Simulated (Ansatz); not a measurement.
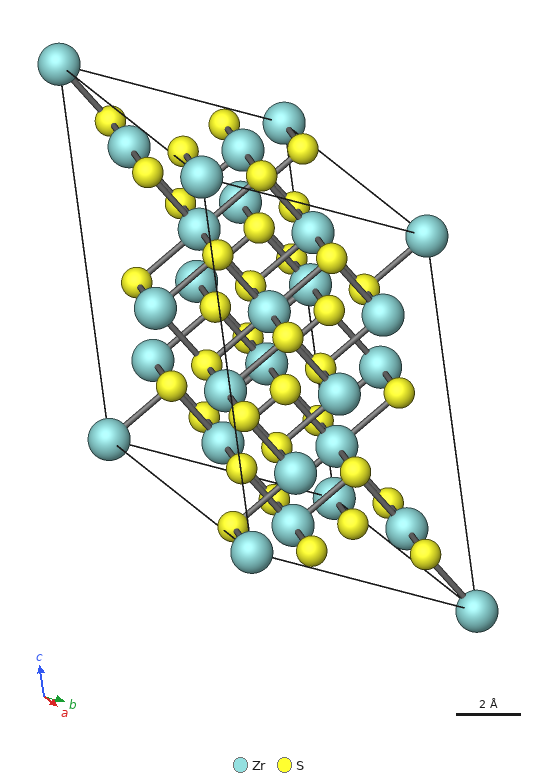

Fig. 1: The input geometry (ball-and-stick view of the cell of the calculation, seen slightly off an axis). Near neighbours in the crystal (not all of them lie inside the picture): Zr has 6 S at 2.57 Å; S has 3 Zr at 2.57 Å.

## Single-point calculation of ZrS$_{2}$ (part 1 of 2)

- system: ZrS$_{2}$ (P-3m1, 48 atoms in the cell)
- method: DFT PBE, scalar-relativistic, plane waves, PAW, no spin polarisation (Ansatz 0.2.0)

The structure derives from a Materials Project entry. It belongs to a series of runs on one base structure; here: the perfect crystal in a cell of 48 atoms.

**The input**
```yaml
crystal:
  lattice:
    - [-7.3704166232, -6.3829680322, 6.7579086874]
    - [7.3704166232, -6.3829680322, -6.7579086874]
    - [7.3704166232, 6.3829680322, 6.7579086874]
  atoms:
    - { symbol: Zr, position: [0.75, 0.875, 0.125] }
    - { symbol: Zr, position: [0.5, 0.5, 0.0] }
    - { symbol: Zr, position: [0.75, 0.125, 0.375] }
    - { symbol: Zr, position: [0.5, 0.75, 0.25] }
    - { symbol: Zr, position: [0.25, 0.375, 0.125] }
    - { symbol: Zr, position: [0.75, 0.375, 0.625] }
    - { symbol: Zr, position: [0.0, 0.0, 0.0] }
    - { symbol: Zr, position: [0.5, 0.0, 0.5] }
    - { symbol: Zr, position: [0.25, 0.625, 0.375] }
    - { symbol: Zr, position: [0.75, 0.625, 0.875] }
    - { symbol: Zr, position: [0.0, 0.25, 0.25] }
    - { symbol: Zr, position: [0.5, 0.25, 0.75] }
    - { symbol: Zr, position: [0.25, 0.875, 0.625] }
    - { symbol: Zr, position: [0.0, 0.5, 0.5] }
    - { symbol: Zr, position: [0.25, 0.125, 0.875] }
    - { symbol: Zr, position: [0.0, 0.75, 0.75] }
    - { symbol: S, position: [0.0595084812, 0.9166666667, 0.6428418146] }
    - { symbol: S, position: [0.8095084812, 0.5416666667, 0.5178418146] }
    - { symbol: S, position: [0.0595084812, 0.1666666667, 0.8928418146] }
    - { symbol: S, position: [0.8095084812, 0.7916666667, 0.7678418146] }
    - { symbol: S, position: [0.5595084812, 0.4166666667, 0.6428418146] }
    - { symbol: S, position: [0.0595084812, 0.4166666667, 0.1428418146] }
    - { symbol: S, position: [0.3095084812, 0.0416666667, 0.5178418146] }
    - { symbol: S, position: [0.8095084812, 0.0416666667, 0.0178418146] }
    - { symbol: S, position: [0.5595084812, 0.6666666667, 0.8928418146] }
    - { symbol: S, position: [0.0595084812, 0.6666666667, 0.3928418146] }
    - { symbol: S, position: [0.3095084812, 0.2916666667, 0.7678418145] }
    - { symbol: S, position: [0.8095084812, 0.2916666667, 0.2678418145] }
    - { symbol: S, position: [0.5595084812, 0.9166666667, 0.1428418146] }
    - { symbol: S, position: [0.3095084812, 0.5416666667, 0.0178418146] }
    - { symbol: S, position: [0.5595084812, 0.1666666667, 0.3928418146] }
    - { symbol: S, position: [0.3095084812, 0.7916666667, 0.2678418146] }
    - { symbol: S, position: [0.6904915188, 0.7083333333, 0.2321581854] }
    - { symbol: S, position: [0.4404915188, 0.3333333333, 0.1071581854] }
    - { symbol: S, position: [0.6904915188, 0.9583333333, 0.4821581854] }
    - { symbol: S, position: [0.4404915188, 0.5833333333, 0.3571581854] }
    - { symbol: S, position: [0.1904915188, 0.2083333333, 0.2321581854] }
    - { symbol: S, position: [0.6904915188, 0.2083333333, 0.7321581854] }
    - { symbol: S, position: [0.9404915188, 0.8333333333, 0.1071581854] }
    - { symbol: S, position: [0.4404915188, 0.8333333333, 0.6071581854] }
    - { symbol: S, position: [0.1904915188, 0.4583333333, 0.4821581854] }
    - { symbol: S, position: [0.6904915188, 0.4583333333, 0.9821581854] }
    - { symbol: S, position: [0.9404915188, 0.0833333333, 0.3571581854] }
    - { symbol: S, position: [0.4404915188, 0.0833333333, 0.8571581854] }
    - { symbol: S, position: [0.1904915188, 0.7083333333, 0.7321581854] }
    - { symbol: S, position: [0.9404915188, 0.3333333333, 0.6071581854] }
    - { symbol: S, position: [0.1904915188, 0.9583333333, 0.9821581855] }
    - { symbol: S, position: [0.9404915188, 0.5833333333, 0.8571581854] }
basis:
  ecutwfc: 420
  xc_grid: 2
kpoints:
  mp_grid: { grid: [2, 2, 2], shift: [0.0, 0.0, 0.0] }
hamiltonian:
  xc: pbe
scf:
  occupations: { method: gaussian, width: 0.01 }
output:
  forces: true
  stress: true
  eigenvalues: true
```

Machine: 4 threads of Intel Xeon (Granite Rapids), 64 GiB of memory available, shared host.

Command:
```bash
ansatz run input.yaml --threads 4 --pin off --max-ram 8192MiB --backend cpu --events-out ev --progress --plain --runs-dir out
```

**The program's output**
```
Engine: ansatz 0.2.0, x86_64-unknown-linux-gnu
Pseudopotentials: kind: paw
Pseudopotential: Zr, paw, valence charge 12, recommended cutoff 420 eV (normal), Zr.paw.azcp
Pseudopotential: S, paw, valence charge 6, recommended cutoff 420 eV (normal), S.paw.azcp
Functional definition: PBE
  parameter kappa = 0.804
  parameter beta = 0.06672455060314922
  exchange = pbe_x(kappa = kappa, mu = beta*pi^2/3)
  correlation = pbe_c(beta = beta)
Crystal: 48 atoms, lattice volume = 1271.707 Å³
Basis set: ecut = 420 eV, 24871 PW (Γ), exchange–correlation on 160×160×160 points (8 copies of the dense FFT grid, shifted against one another)
Bands: 240, of which v1, the nominal top of the filled ones, is band 192 counted from 1 (191 counted from 0)
Symmetry: 64 space group operations
Space group: P-3m1 (ITA 164), of the structure as read, at distance tolerance 1.1e-4 Å
k-points: 6 of 8
Non-local potential: Zr, projectors of the file, l = 0: 3, l = 1: 2, l = 2: 2, l = 3: 2
Non-local potential: S, projectors of the file, l = 0: 2, l = 1: 2, l = 2: 2
PAW form: soft (Blöchl's): semilocal exchange-correlation on the pseudo side does not see the compensation charge
PAW one-centre angular grid: Zr, 590 points (default); XC on 64 Gauss nodes
PAW one-centre angular grid: S, 110 points (default); XC on 64 Gauss nodes
Initial density: superposition of atomic densities (neutral atoms: chi_scale 0, normalization atom), corrected by the library's trained network
Initial wavefunctions: pseudopotential atomic-orbital guess
Functional: x = pbe(κ = 0.804, μ = 0.2195149727645171), c = pbe(β = 0.06672455060314922)
SCF iter   1: F=—  HF=-95882.453122 eV  |F-HF|=—  |Δ(HF+E_count)|=         —  Δρ=1.23e-3  dr2=1.71e-2  ethr=1.77e-3  ⟨swp⟩=6.0  Hψ=5462  notcnv=0  defer=94
preconditioner: auto → Resta (q_TF=auto, 2.235 Å⁻¹)  ε∞=6.5  [insulator: Δε(μ)=1.132 eV  Ē_g=7.135 eV  σ=0.010 eV  W_gap=1.00  n_scr=240 (ndim 8)  ℏωp=16.7 eV  f_vac=0.149  D(μ)=0.00/eV (n_scr^D=0)  ε∞_Penn≈6.5]
SCF iter   2: F=—  HF=-95882.446213 eV  |F-HF|=—  |Δ(HF+E_count)|=   6.91e-3  Δρ=6.94e-4  dr2=4.50e-3  ethr=4.44e-6  ⟨swp⟩=2.0  Hψ=2846  notcnv=0  defer=250
SCF iter   3: F=—  HF=-95882.449653 eV  |F-HF|=—  |Δ(HF+E_count)|=   3.44e-3  Δρ=1.95e-4  dr2=1.70e-3  ethr=1.17e-6  ⟨swp⟩=2.0  Hψ=1886  notcnv=0  defer=142
automatic band count: iteration 3 solves 222 bands in place of 240: the levels show a gap, and the empty bands left out lie too high to hold charge; the band table lists the bands solved (type scf.n_extra_bands for more)
SCF iter   4: F=—  HF=-95882.449720 eV  |F-HF|=—  |Δ(HF+E_count)|=   6.78e-5  Δρ=6.94e-5  dr2=1.75e-4  ethr=4.42e-7  ⟨swp⟩=2.0  Hψ=1744  notcnv=0  defer=142
SCF iter   5: F=—  HF=-95882.449854 eV  |F-HF|=—  |Δ(HF+E_count)|=   1.34e-4  Δρ=2.70e-5  dr2=1.71e-5  ethr=4.55e-8  ⟨swp⟩=2.0  Hψ=1766  notcnv=0  defer=142
SCF iter   6: F=—  HF=-95882.451494 eV  |F-HF|=—  |Δ(HF+E_count)|=   1.64e-3  Δρ=1.07e-5  dr2=1.76e-6  ethr=4.44e-9  ⟨swp⟩=2.0  Hψ=1957  notcnv=0  defer=142
SCF iter   7: F=-95882.451494 eV  HF=-95882.451494 eV  |F-HF|=3.06e-8  |Δ(HF+E_count)|=   5.19e-7  Δρ=1.48e-6  dr2=3.59e-8  ethr=2.60e-11  ⟨swp⟩=8.5  Hψ=6382  notcnv=0
SCF 1 converged in 7 iterations: F = -95882.451494 eV  dr2 = 3.59e-8
  greatest PAW one-centre occupation: 0.995 electrons in one spin orbital (limit 2), on the Zr atom at site 15 (counted from 0), in its partial waves of l = 0
SCF converged after 7 iterations
Free energy (F): -95882.451494 eV
Harris-Foulkes:  -95882.451494 eV  (|F-HF|=3.06e-8)
Internal energy: -95882.451494 eV  (E = F + TS)
E sigma→0 (E₀):  -95882.451494 eV
Fermi energy:    5.578996 eV
--- Per-component energies (eV) ---
  E_band       = -3367.311370
  E_kinetic    = 8730.044753
  E_local      = -27359.084818  (includes V_loc(G=0)·N_el)
  E_nonlocal   = 2151.995427
  E_hartree    = 10198.960888
  E_xc         = -5703.243961
  E_vxc        = -5861.933561  (∫ρ·V_xc dr)
  E_paw        = -66460.398017  (= ΣΔE_a)
  E_vpaw       = -1426.257685  (= ΣTr[D̂ρ^β])
  E_aug_tail   = 0.000435  (compensation charges beyond the density's cutoff)
  E_ewald      = -17440.726201
  E_smearing   = -0.000000  (= −TS)
  E_closure    = 0.000000  (closes the sum)
  Σ components = -95882.451494   (vs F -95882.451494, Δ=0.00e0)
--- Forces (eV/Å), atoms counted from 1 ---
  atom   1  Zr     0.00000000    -0.00000000    -0.00000000
  atom   2  Zr     0.00000000    -0.00000000     0.00000000
  atom   3  Zr     0.00000000     0.00000000     0.00000000
  atom   4  Zr     0.00000000    -0.00000000    -0.00000000
  atom   5  Zr     0.00000000     0.00000000     0.00000000
  atom   6  Zr     0.00000000     0.00000000     0.00000000
  atom   7  Zr     0.00000000    -0.00000000     0.00000000
  atom   8  Zr     0.00000000     0.00000000    -0.00000000
  atom   9  Zr     0.00000000     0.00000000     0.00000000
  atom  10  Zr     0.00000000    -0.00000000     0.00000000
  atom  11  Zr     0.00000000     0.00000000     0.00000000
  atom  12  Zr     0.00000000     0.00000000     0.00000000
  atom  13  Zr     0.00000000    -0.00000000    -0.00000000
  atom  14  Zr    -0.00000000    -0.00000000    -0.00000000
  atom  15  Zr     0.00000000    -0.00000000     0.00000000
  atom  16  Zr     0.00000000     0.00000000    -0.00000000
  atom  17  S     -0.00000000    -0.00014050    -0.00041652
  atom  18  S     -0.00000000    -0.00014050    -0.00041652
  atom  19  S     -0.00000000    -0.00014050    -0.00041652
  atom  20  S     -0.00000000    -0.00014050    -0.00041652
  atom  21  S     -0.00000000    -0.00014050    -0.00041652
  atom  22  S     -0.00000000    -0.00014050    -0.00041652
  atom  23  S     -0.00000000    -0.00014050    -0.00041652
  atom  24  S     -0.00000000    -0.00014050    -0.00041652
  atom  25  S     -0.00000000    -0.00014050    -0.00041652
  atom  26  S     -0.00000000    -0.00014050    -0.00041652
  atom  27  S     -0.00000000    -0.00014050    -0.00041652
  atom  28  S     -0.00000000    -0.00014050    -0.00041652
  atom  29  S     -0.00000000    -0.00014050    -0.00041652
  atom  30  S     -0.00000000    -0.00014050    -0.00041652
  atom  31  S     -0.00000000    -0.00014050    -0.00041652
  atom  32  S     -0.00000000    -0.00014050    -0.00041652
  atom  33  S      0.00000000     0.00014050     0.00041652
  atom  34  S      0.00000000     0.00014050     0.00041652
  atom  35  S      0.00000000     0.00014050     0.00041652
  atom  36  S      0.00000000     0.00014050     0.00041652
  atom  37  S      0.00000000     0.00014050     0.00041652
  atom  38  S      0.00000000     0.00014050     0.00041652
  atom  39  S      0.00000000     0.00014050     0.00041652
  atom  40  S      0.00000000     0.00014050     0.00041652
  atom  41  S      0.00000000     0.00014050     0.00041652
  atom  42  S      0.00000000     0.00014050     0.00041652
  atom  43  S      0.00000000     0.00014050     0.00041652
  atom  44  S      0.00000000     0.00014050     0.00041652
  atom  45  S      0.00000000     0.00014050     0.00041652
  atom  46  S      0.00000000     0.00014050     0.00041652
  atom  47  S      0.00000000     0.00014050     0.00041652
  atom  48  S      0.00000000     0.00014050     0.00041652
  max |Σ_I F_I| component: 1.90e-18 eV/Å
--- Stress (GPa, compression-positive) ---
        0.025680       0.000000      -0.000000
       -0.000000      -0.009665       0.001383
       -0.000000       0.001383       0.006439
  P = ⅓ Tr σ = 0.0075 GPa (0.075 kbar)
--- Band table (eV; the first three rows and the last of 6) ---
```
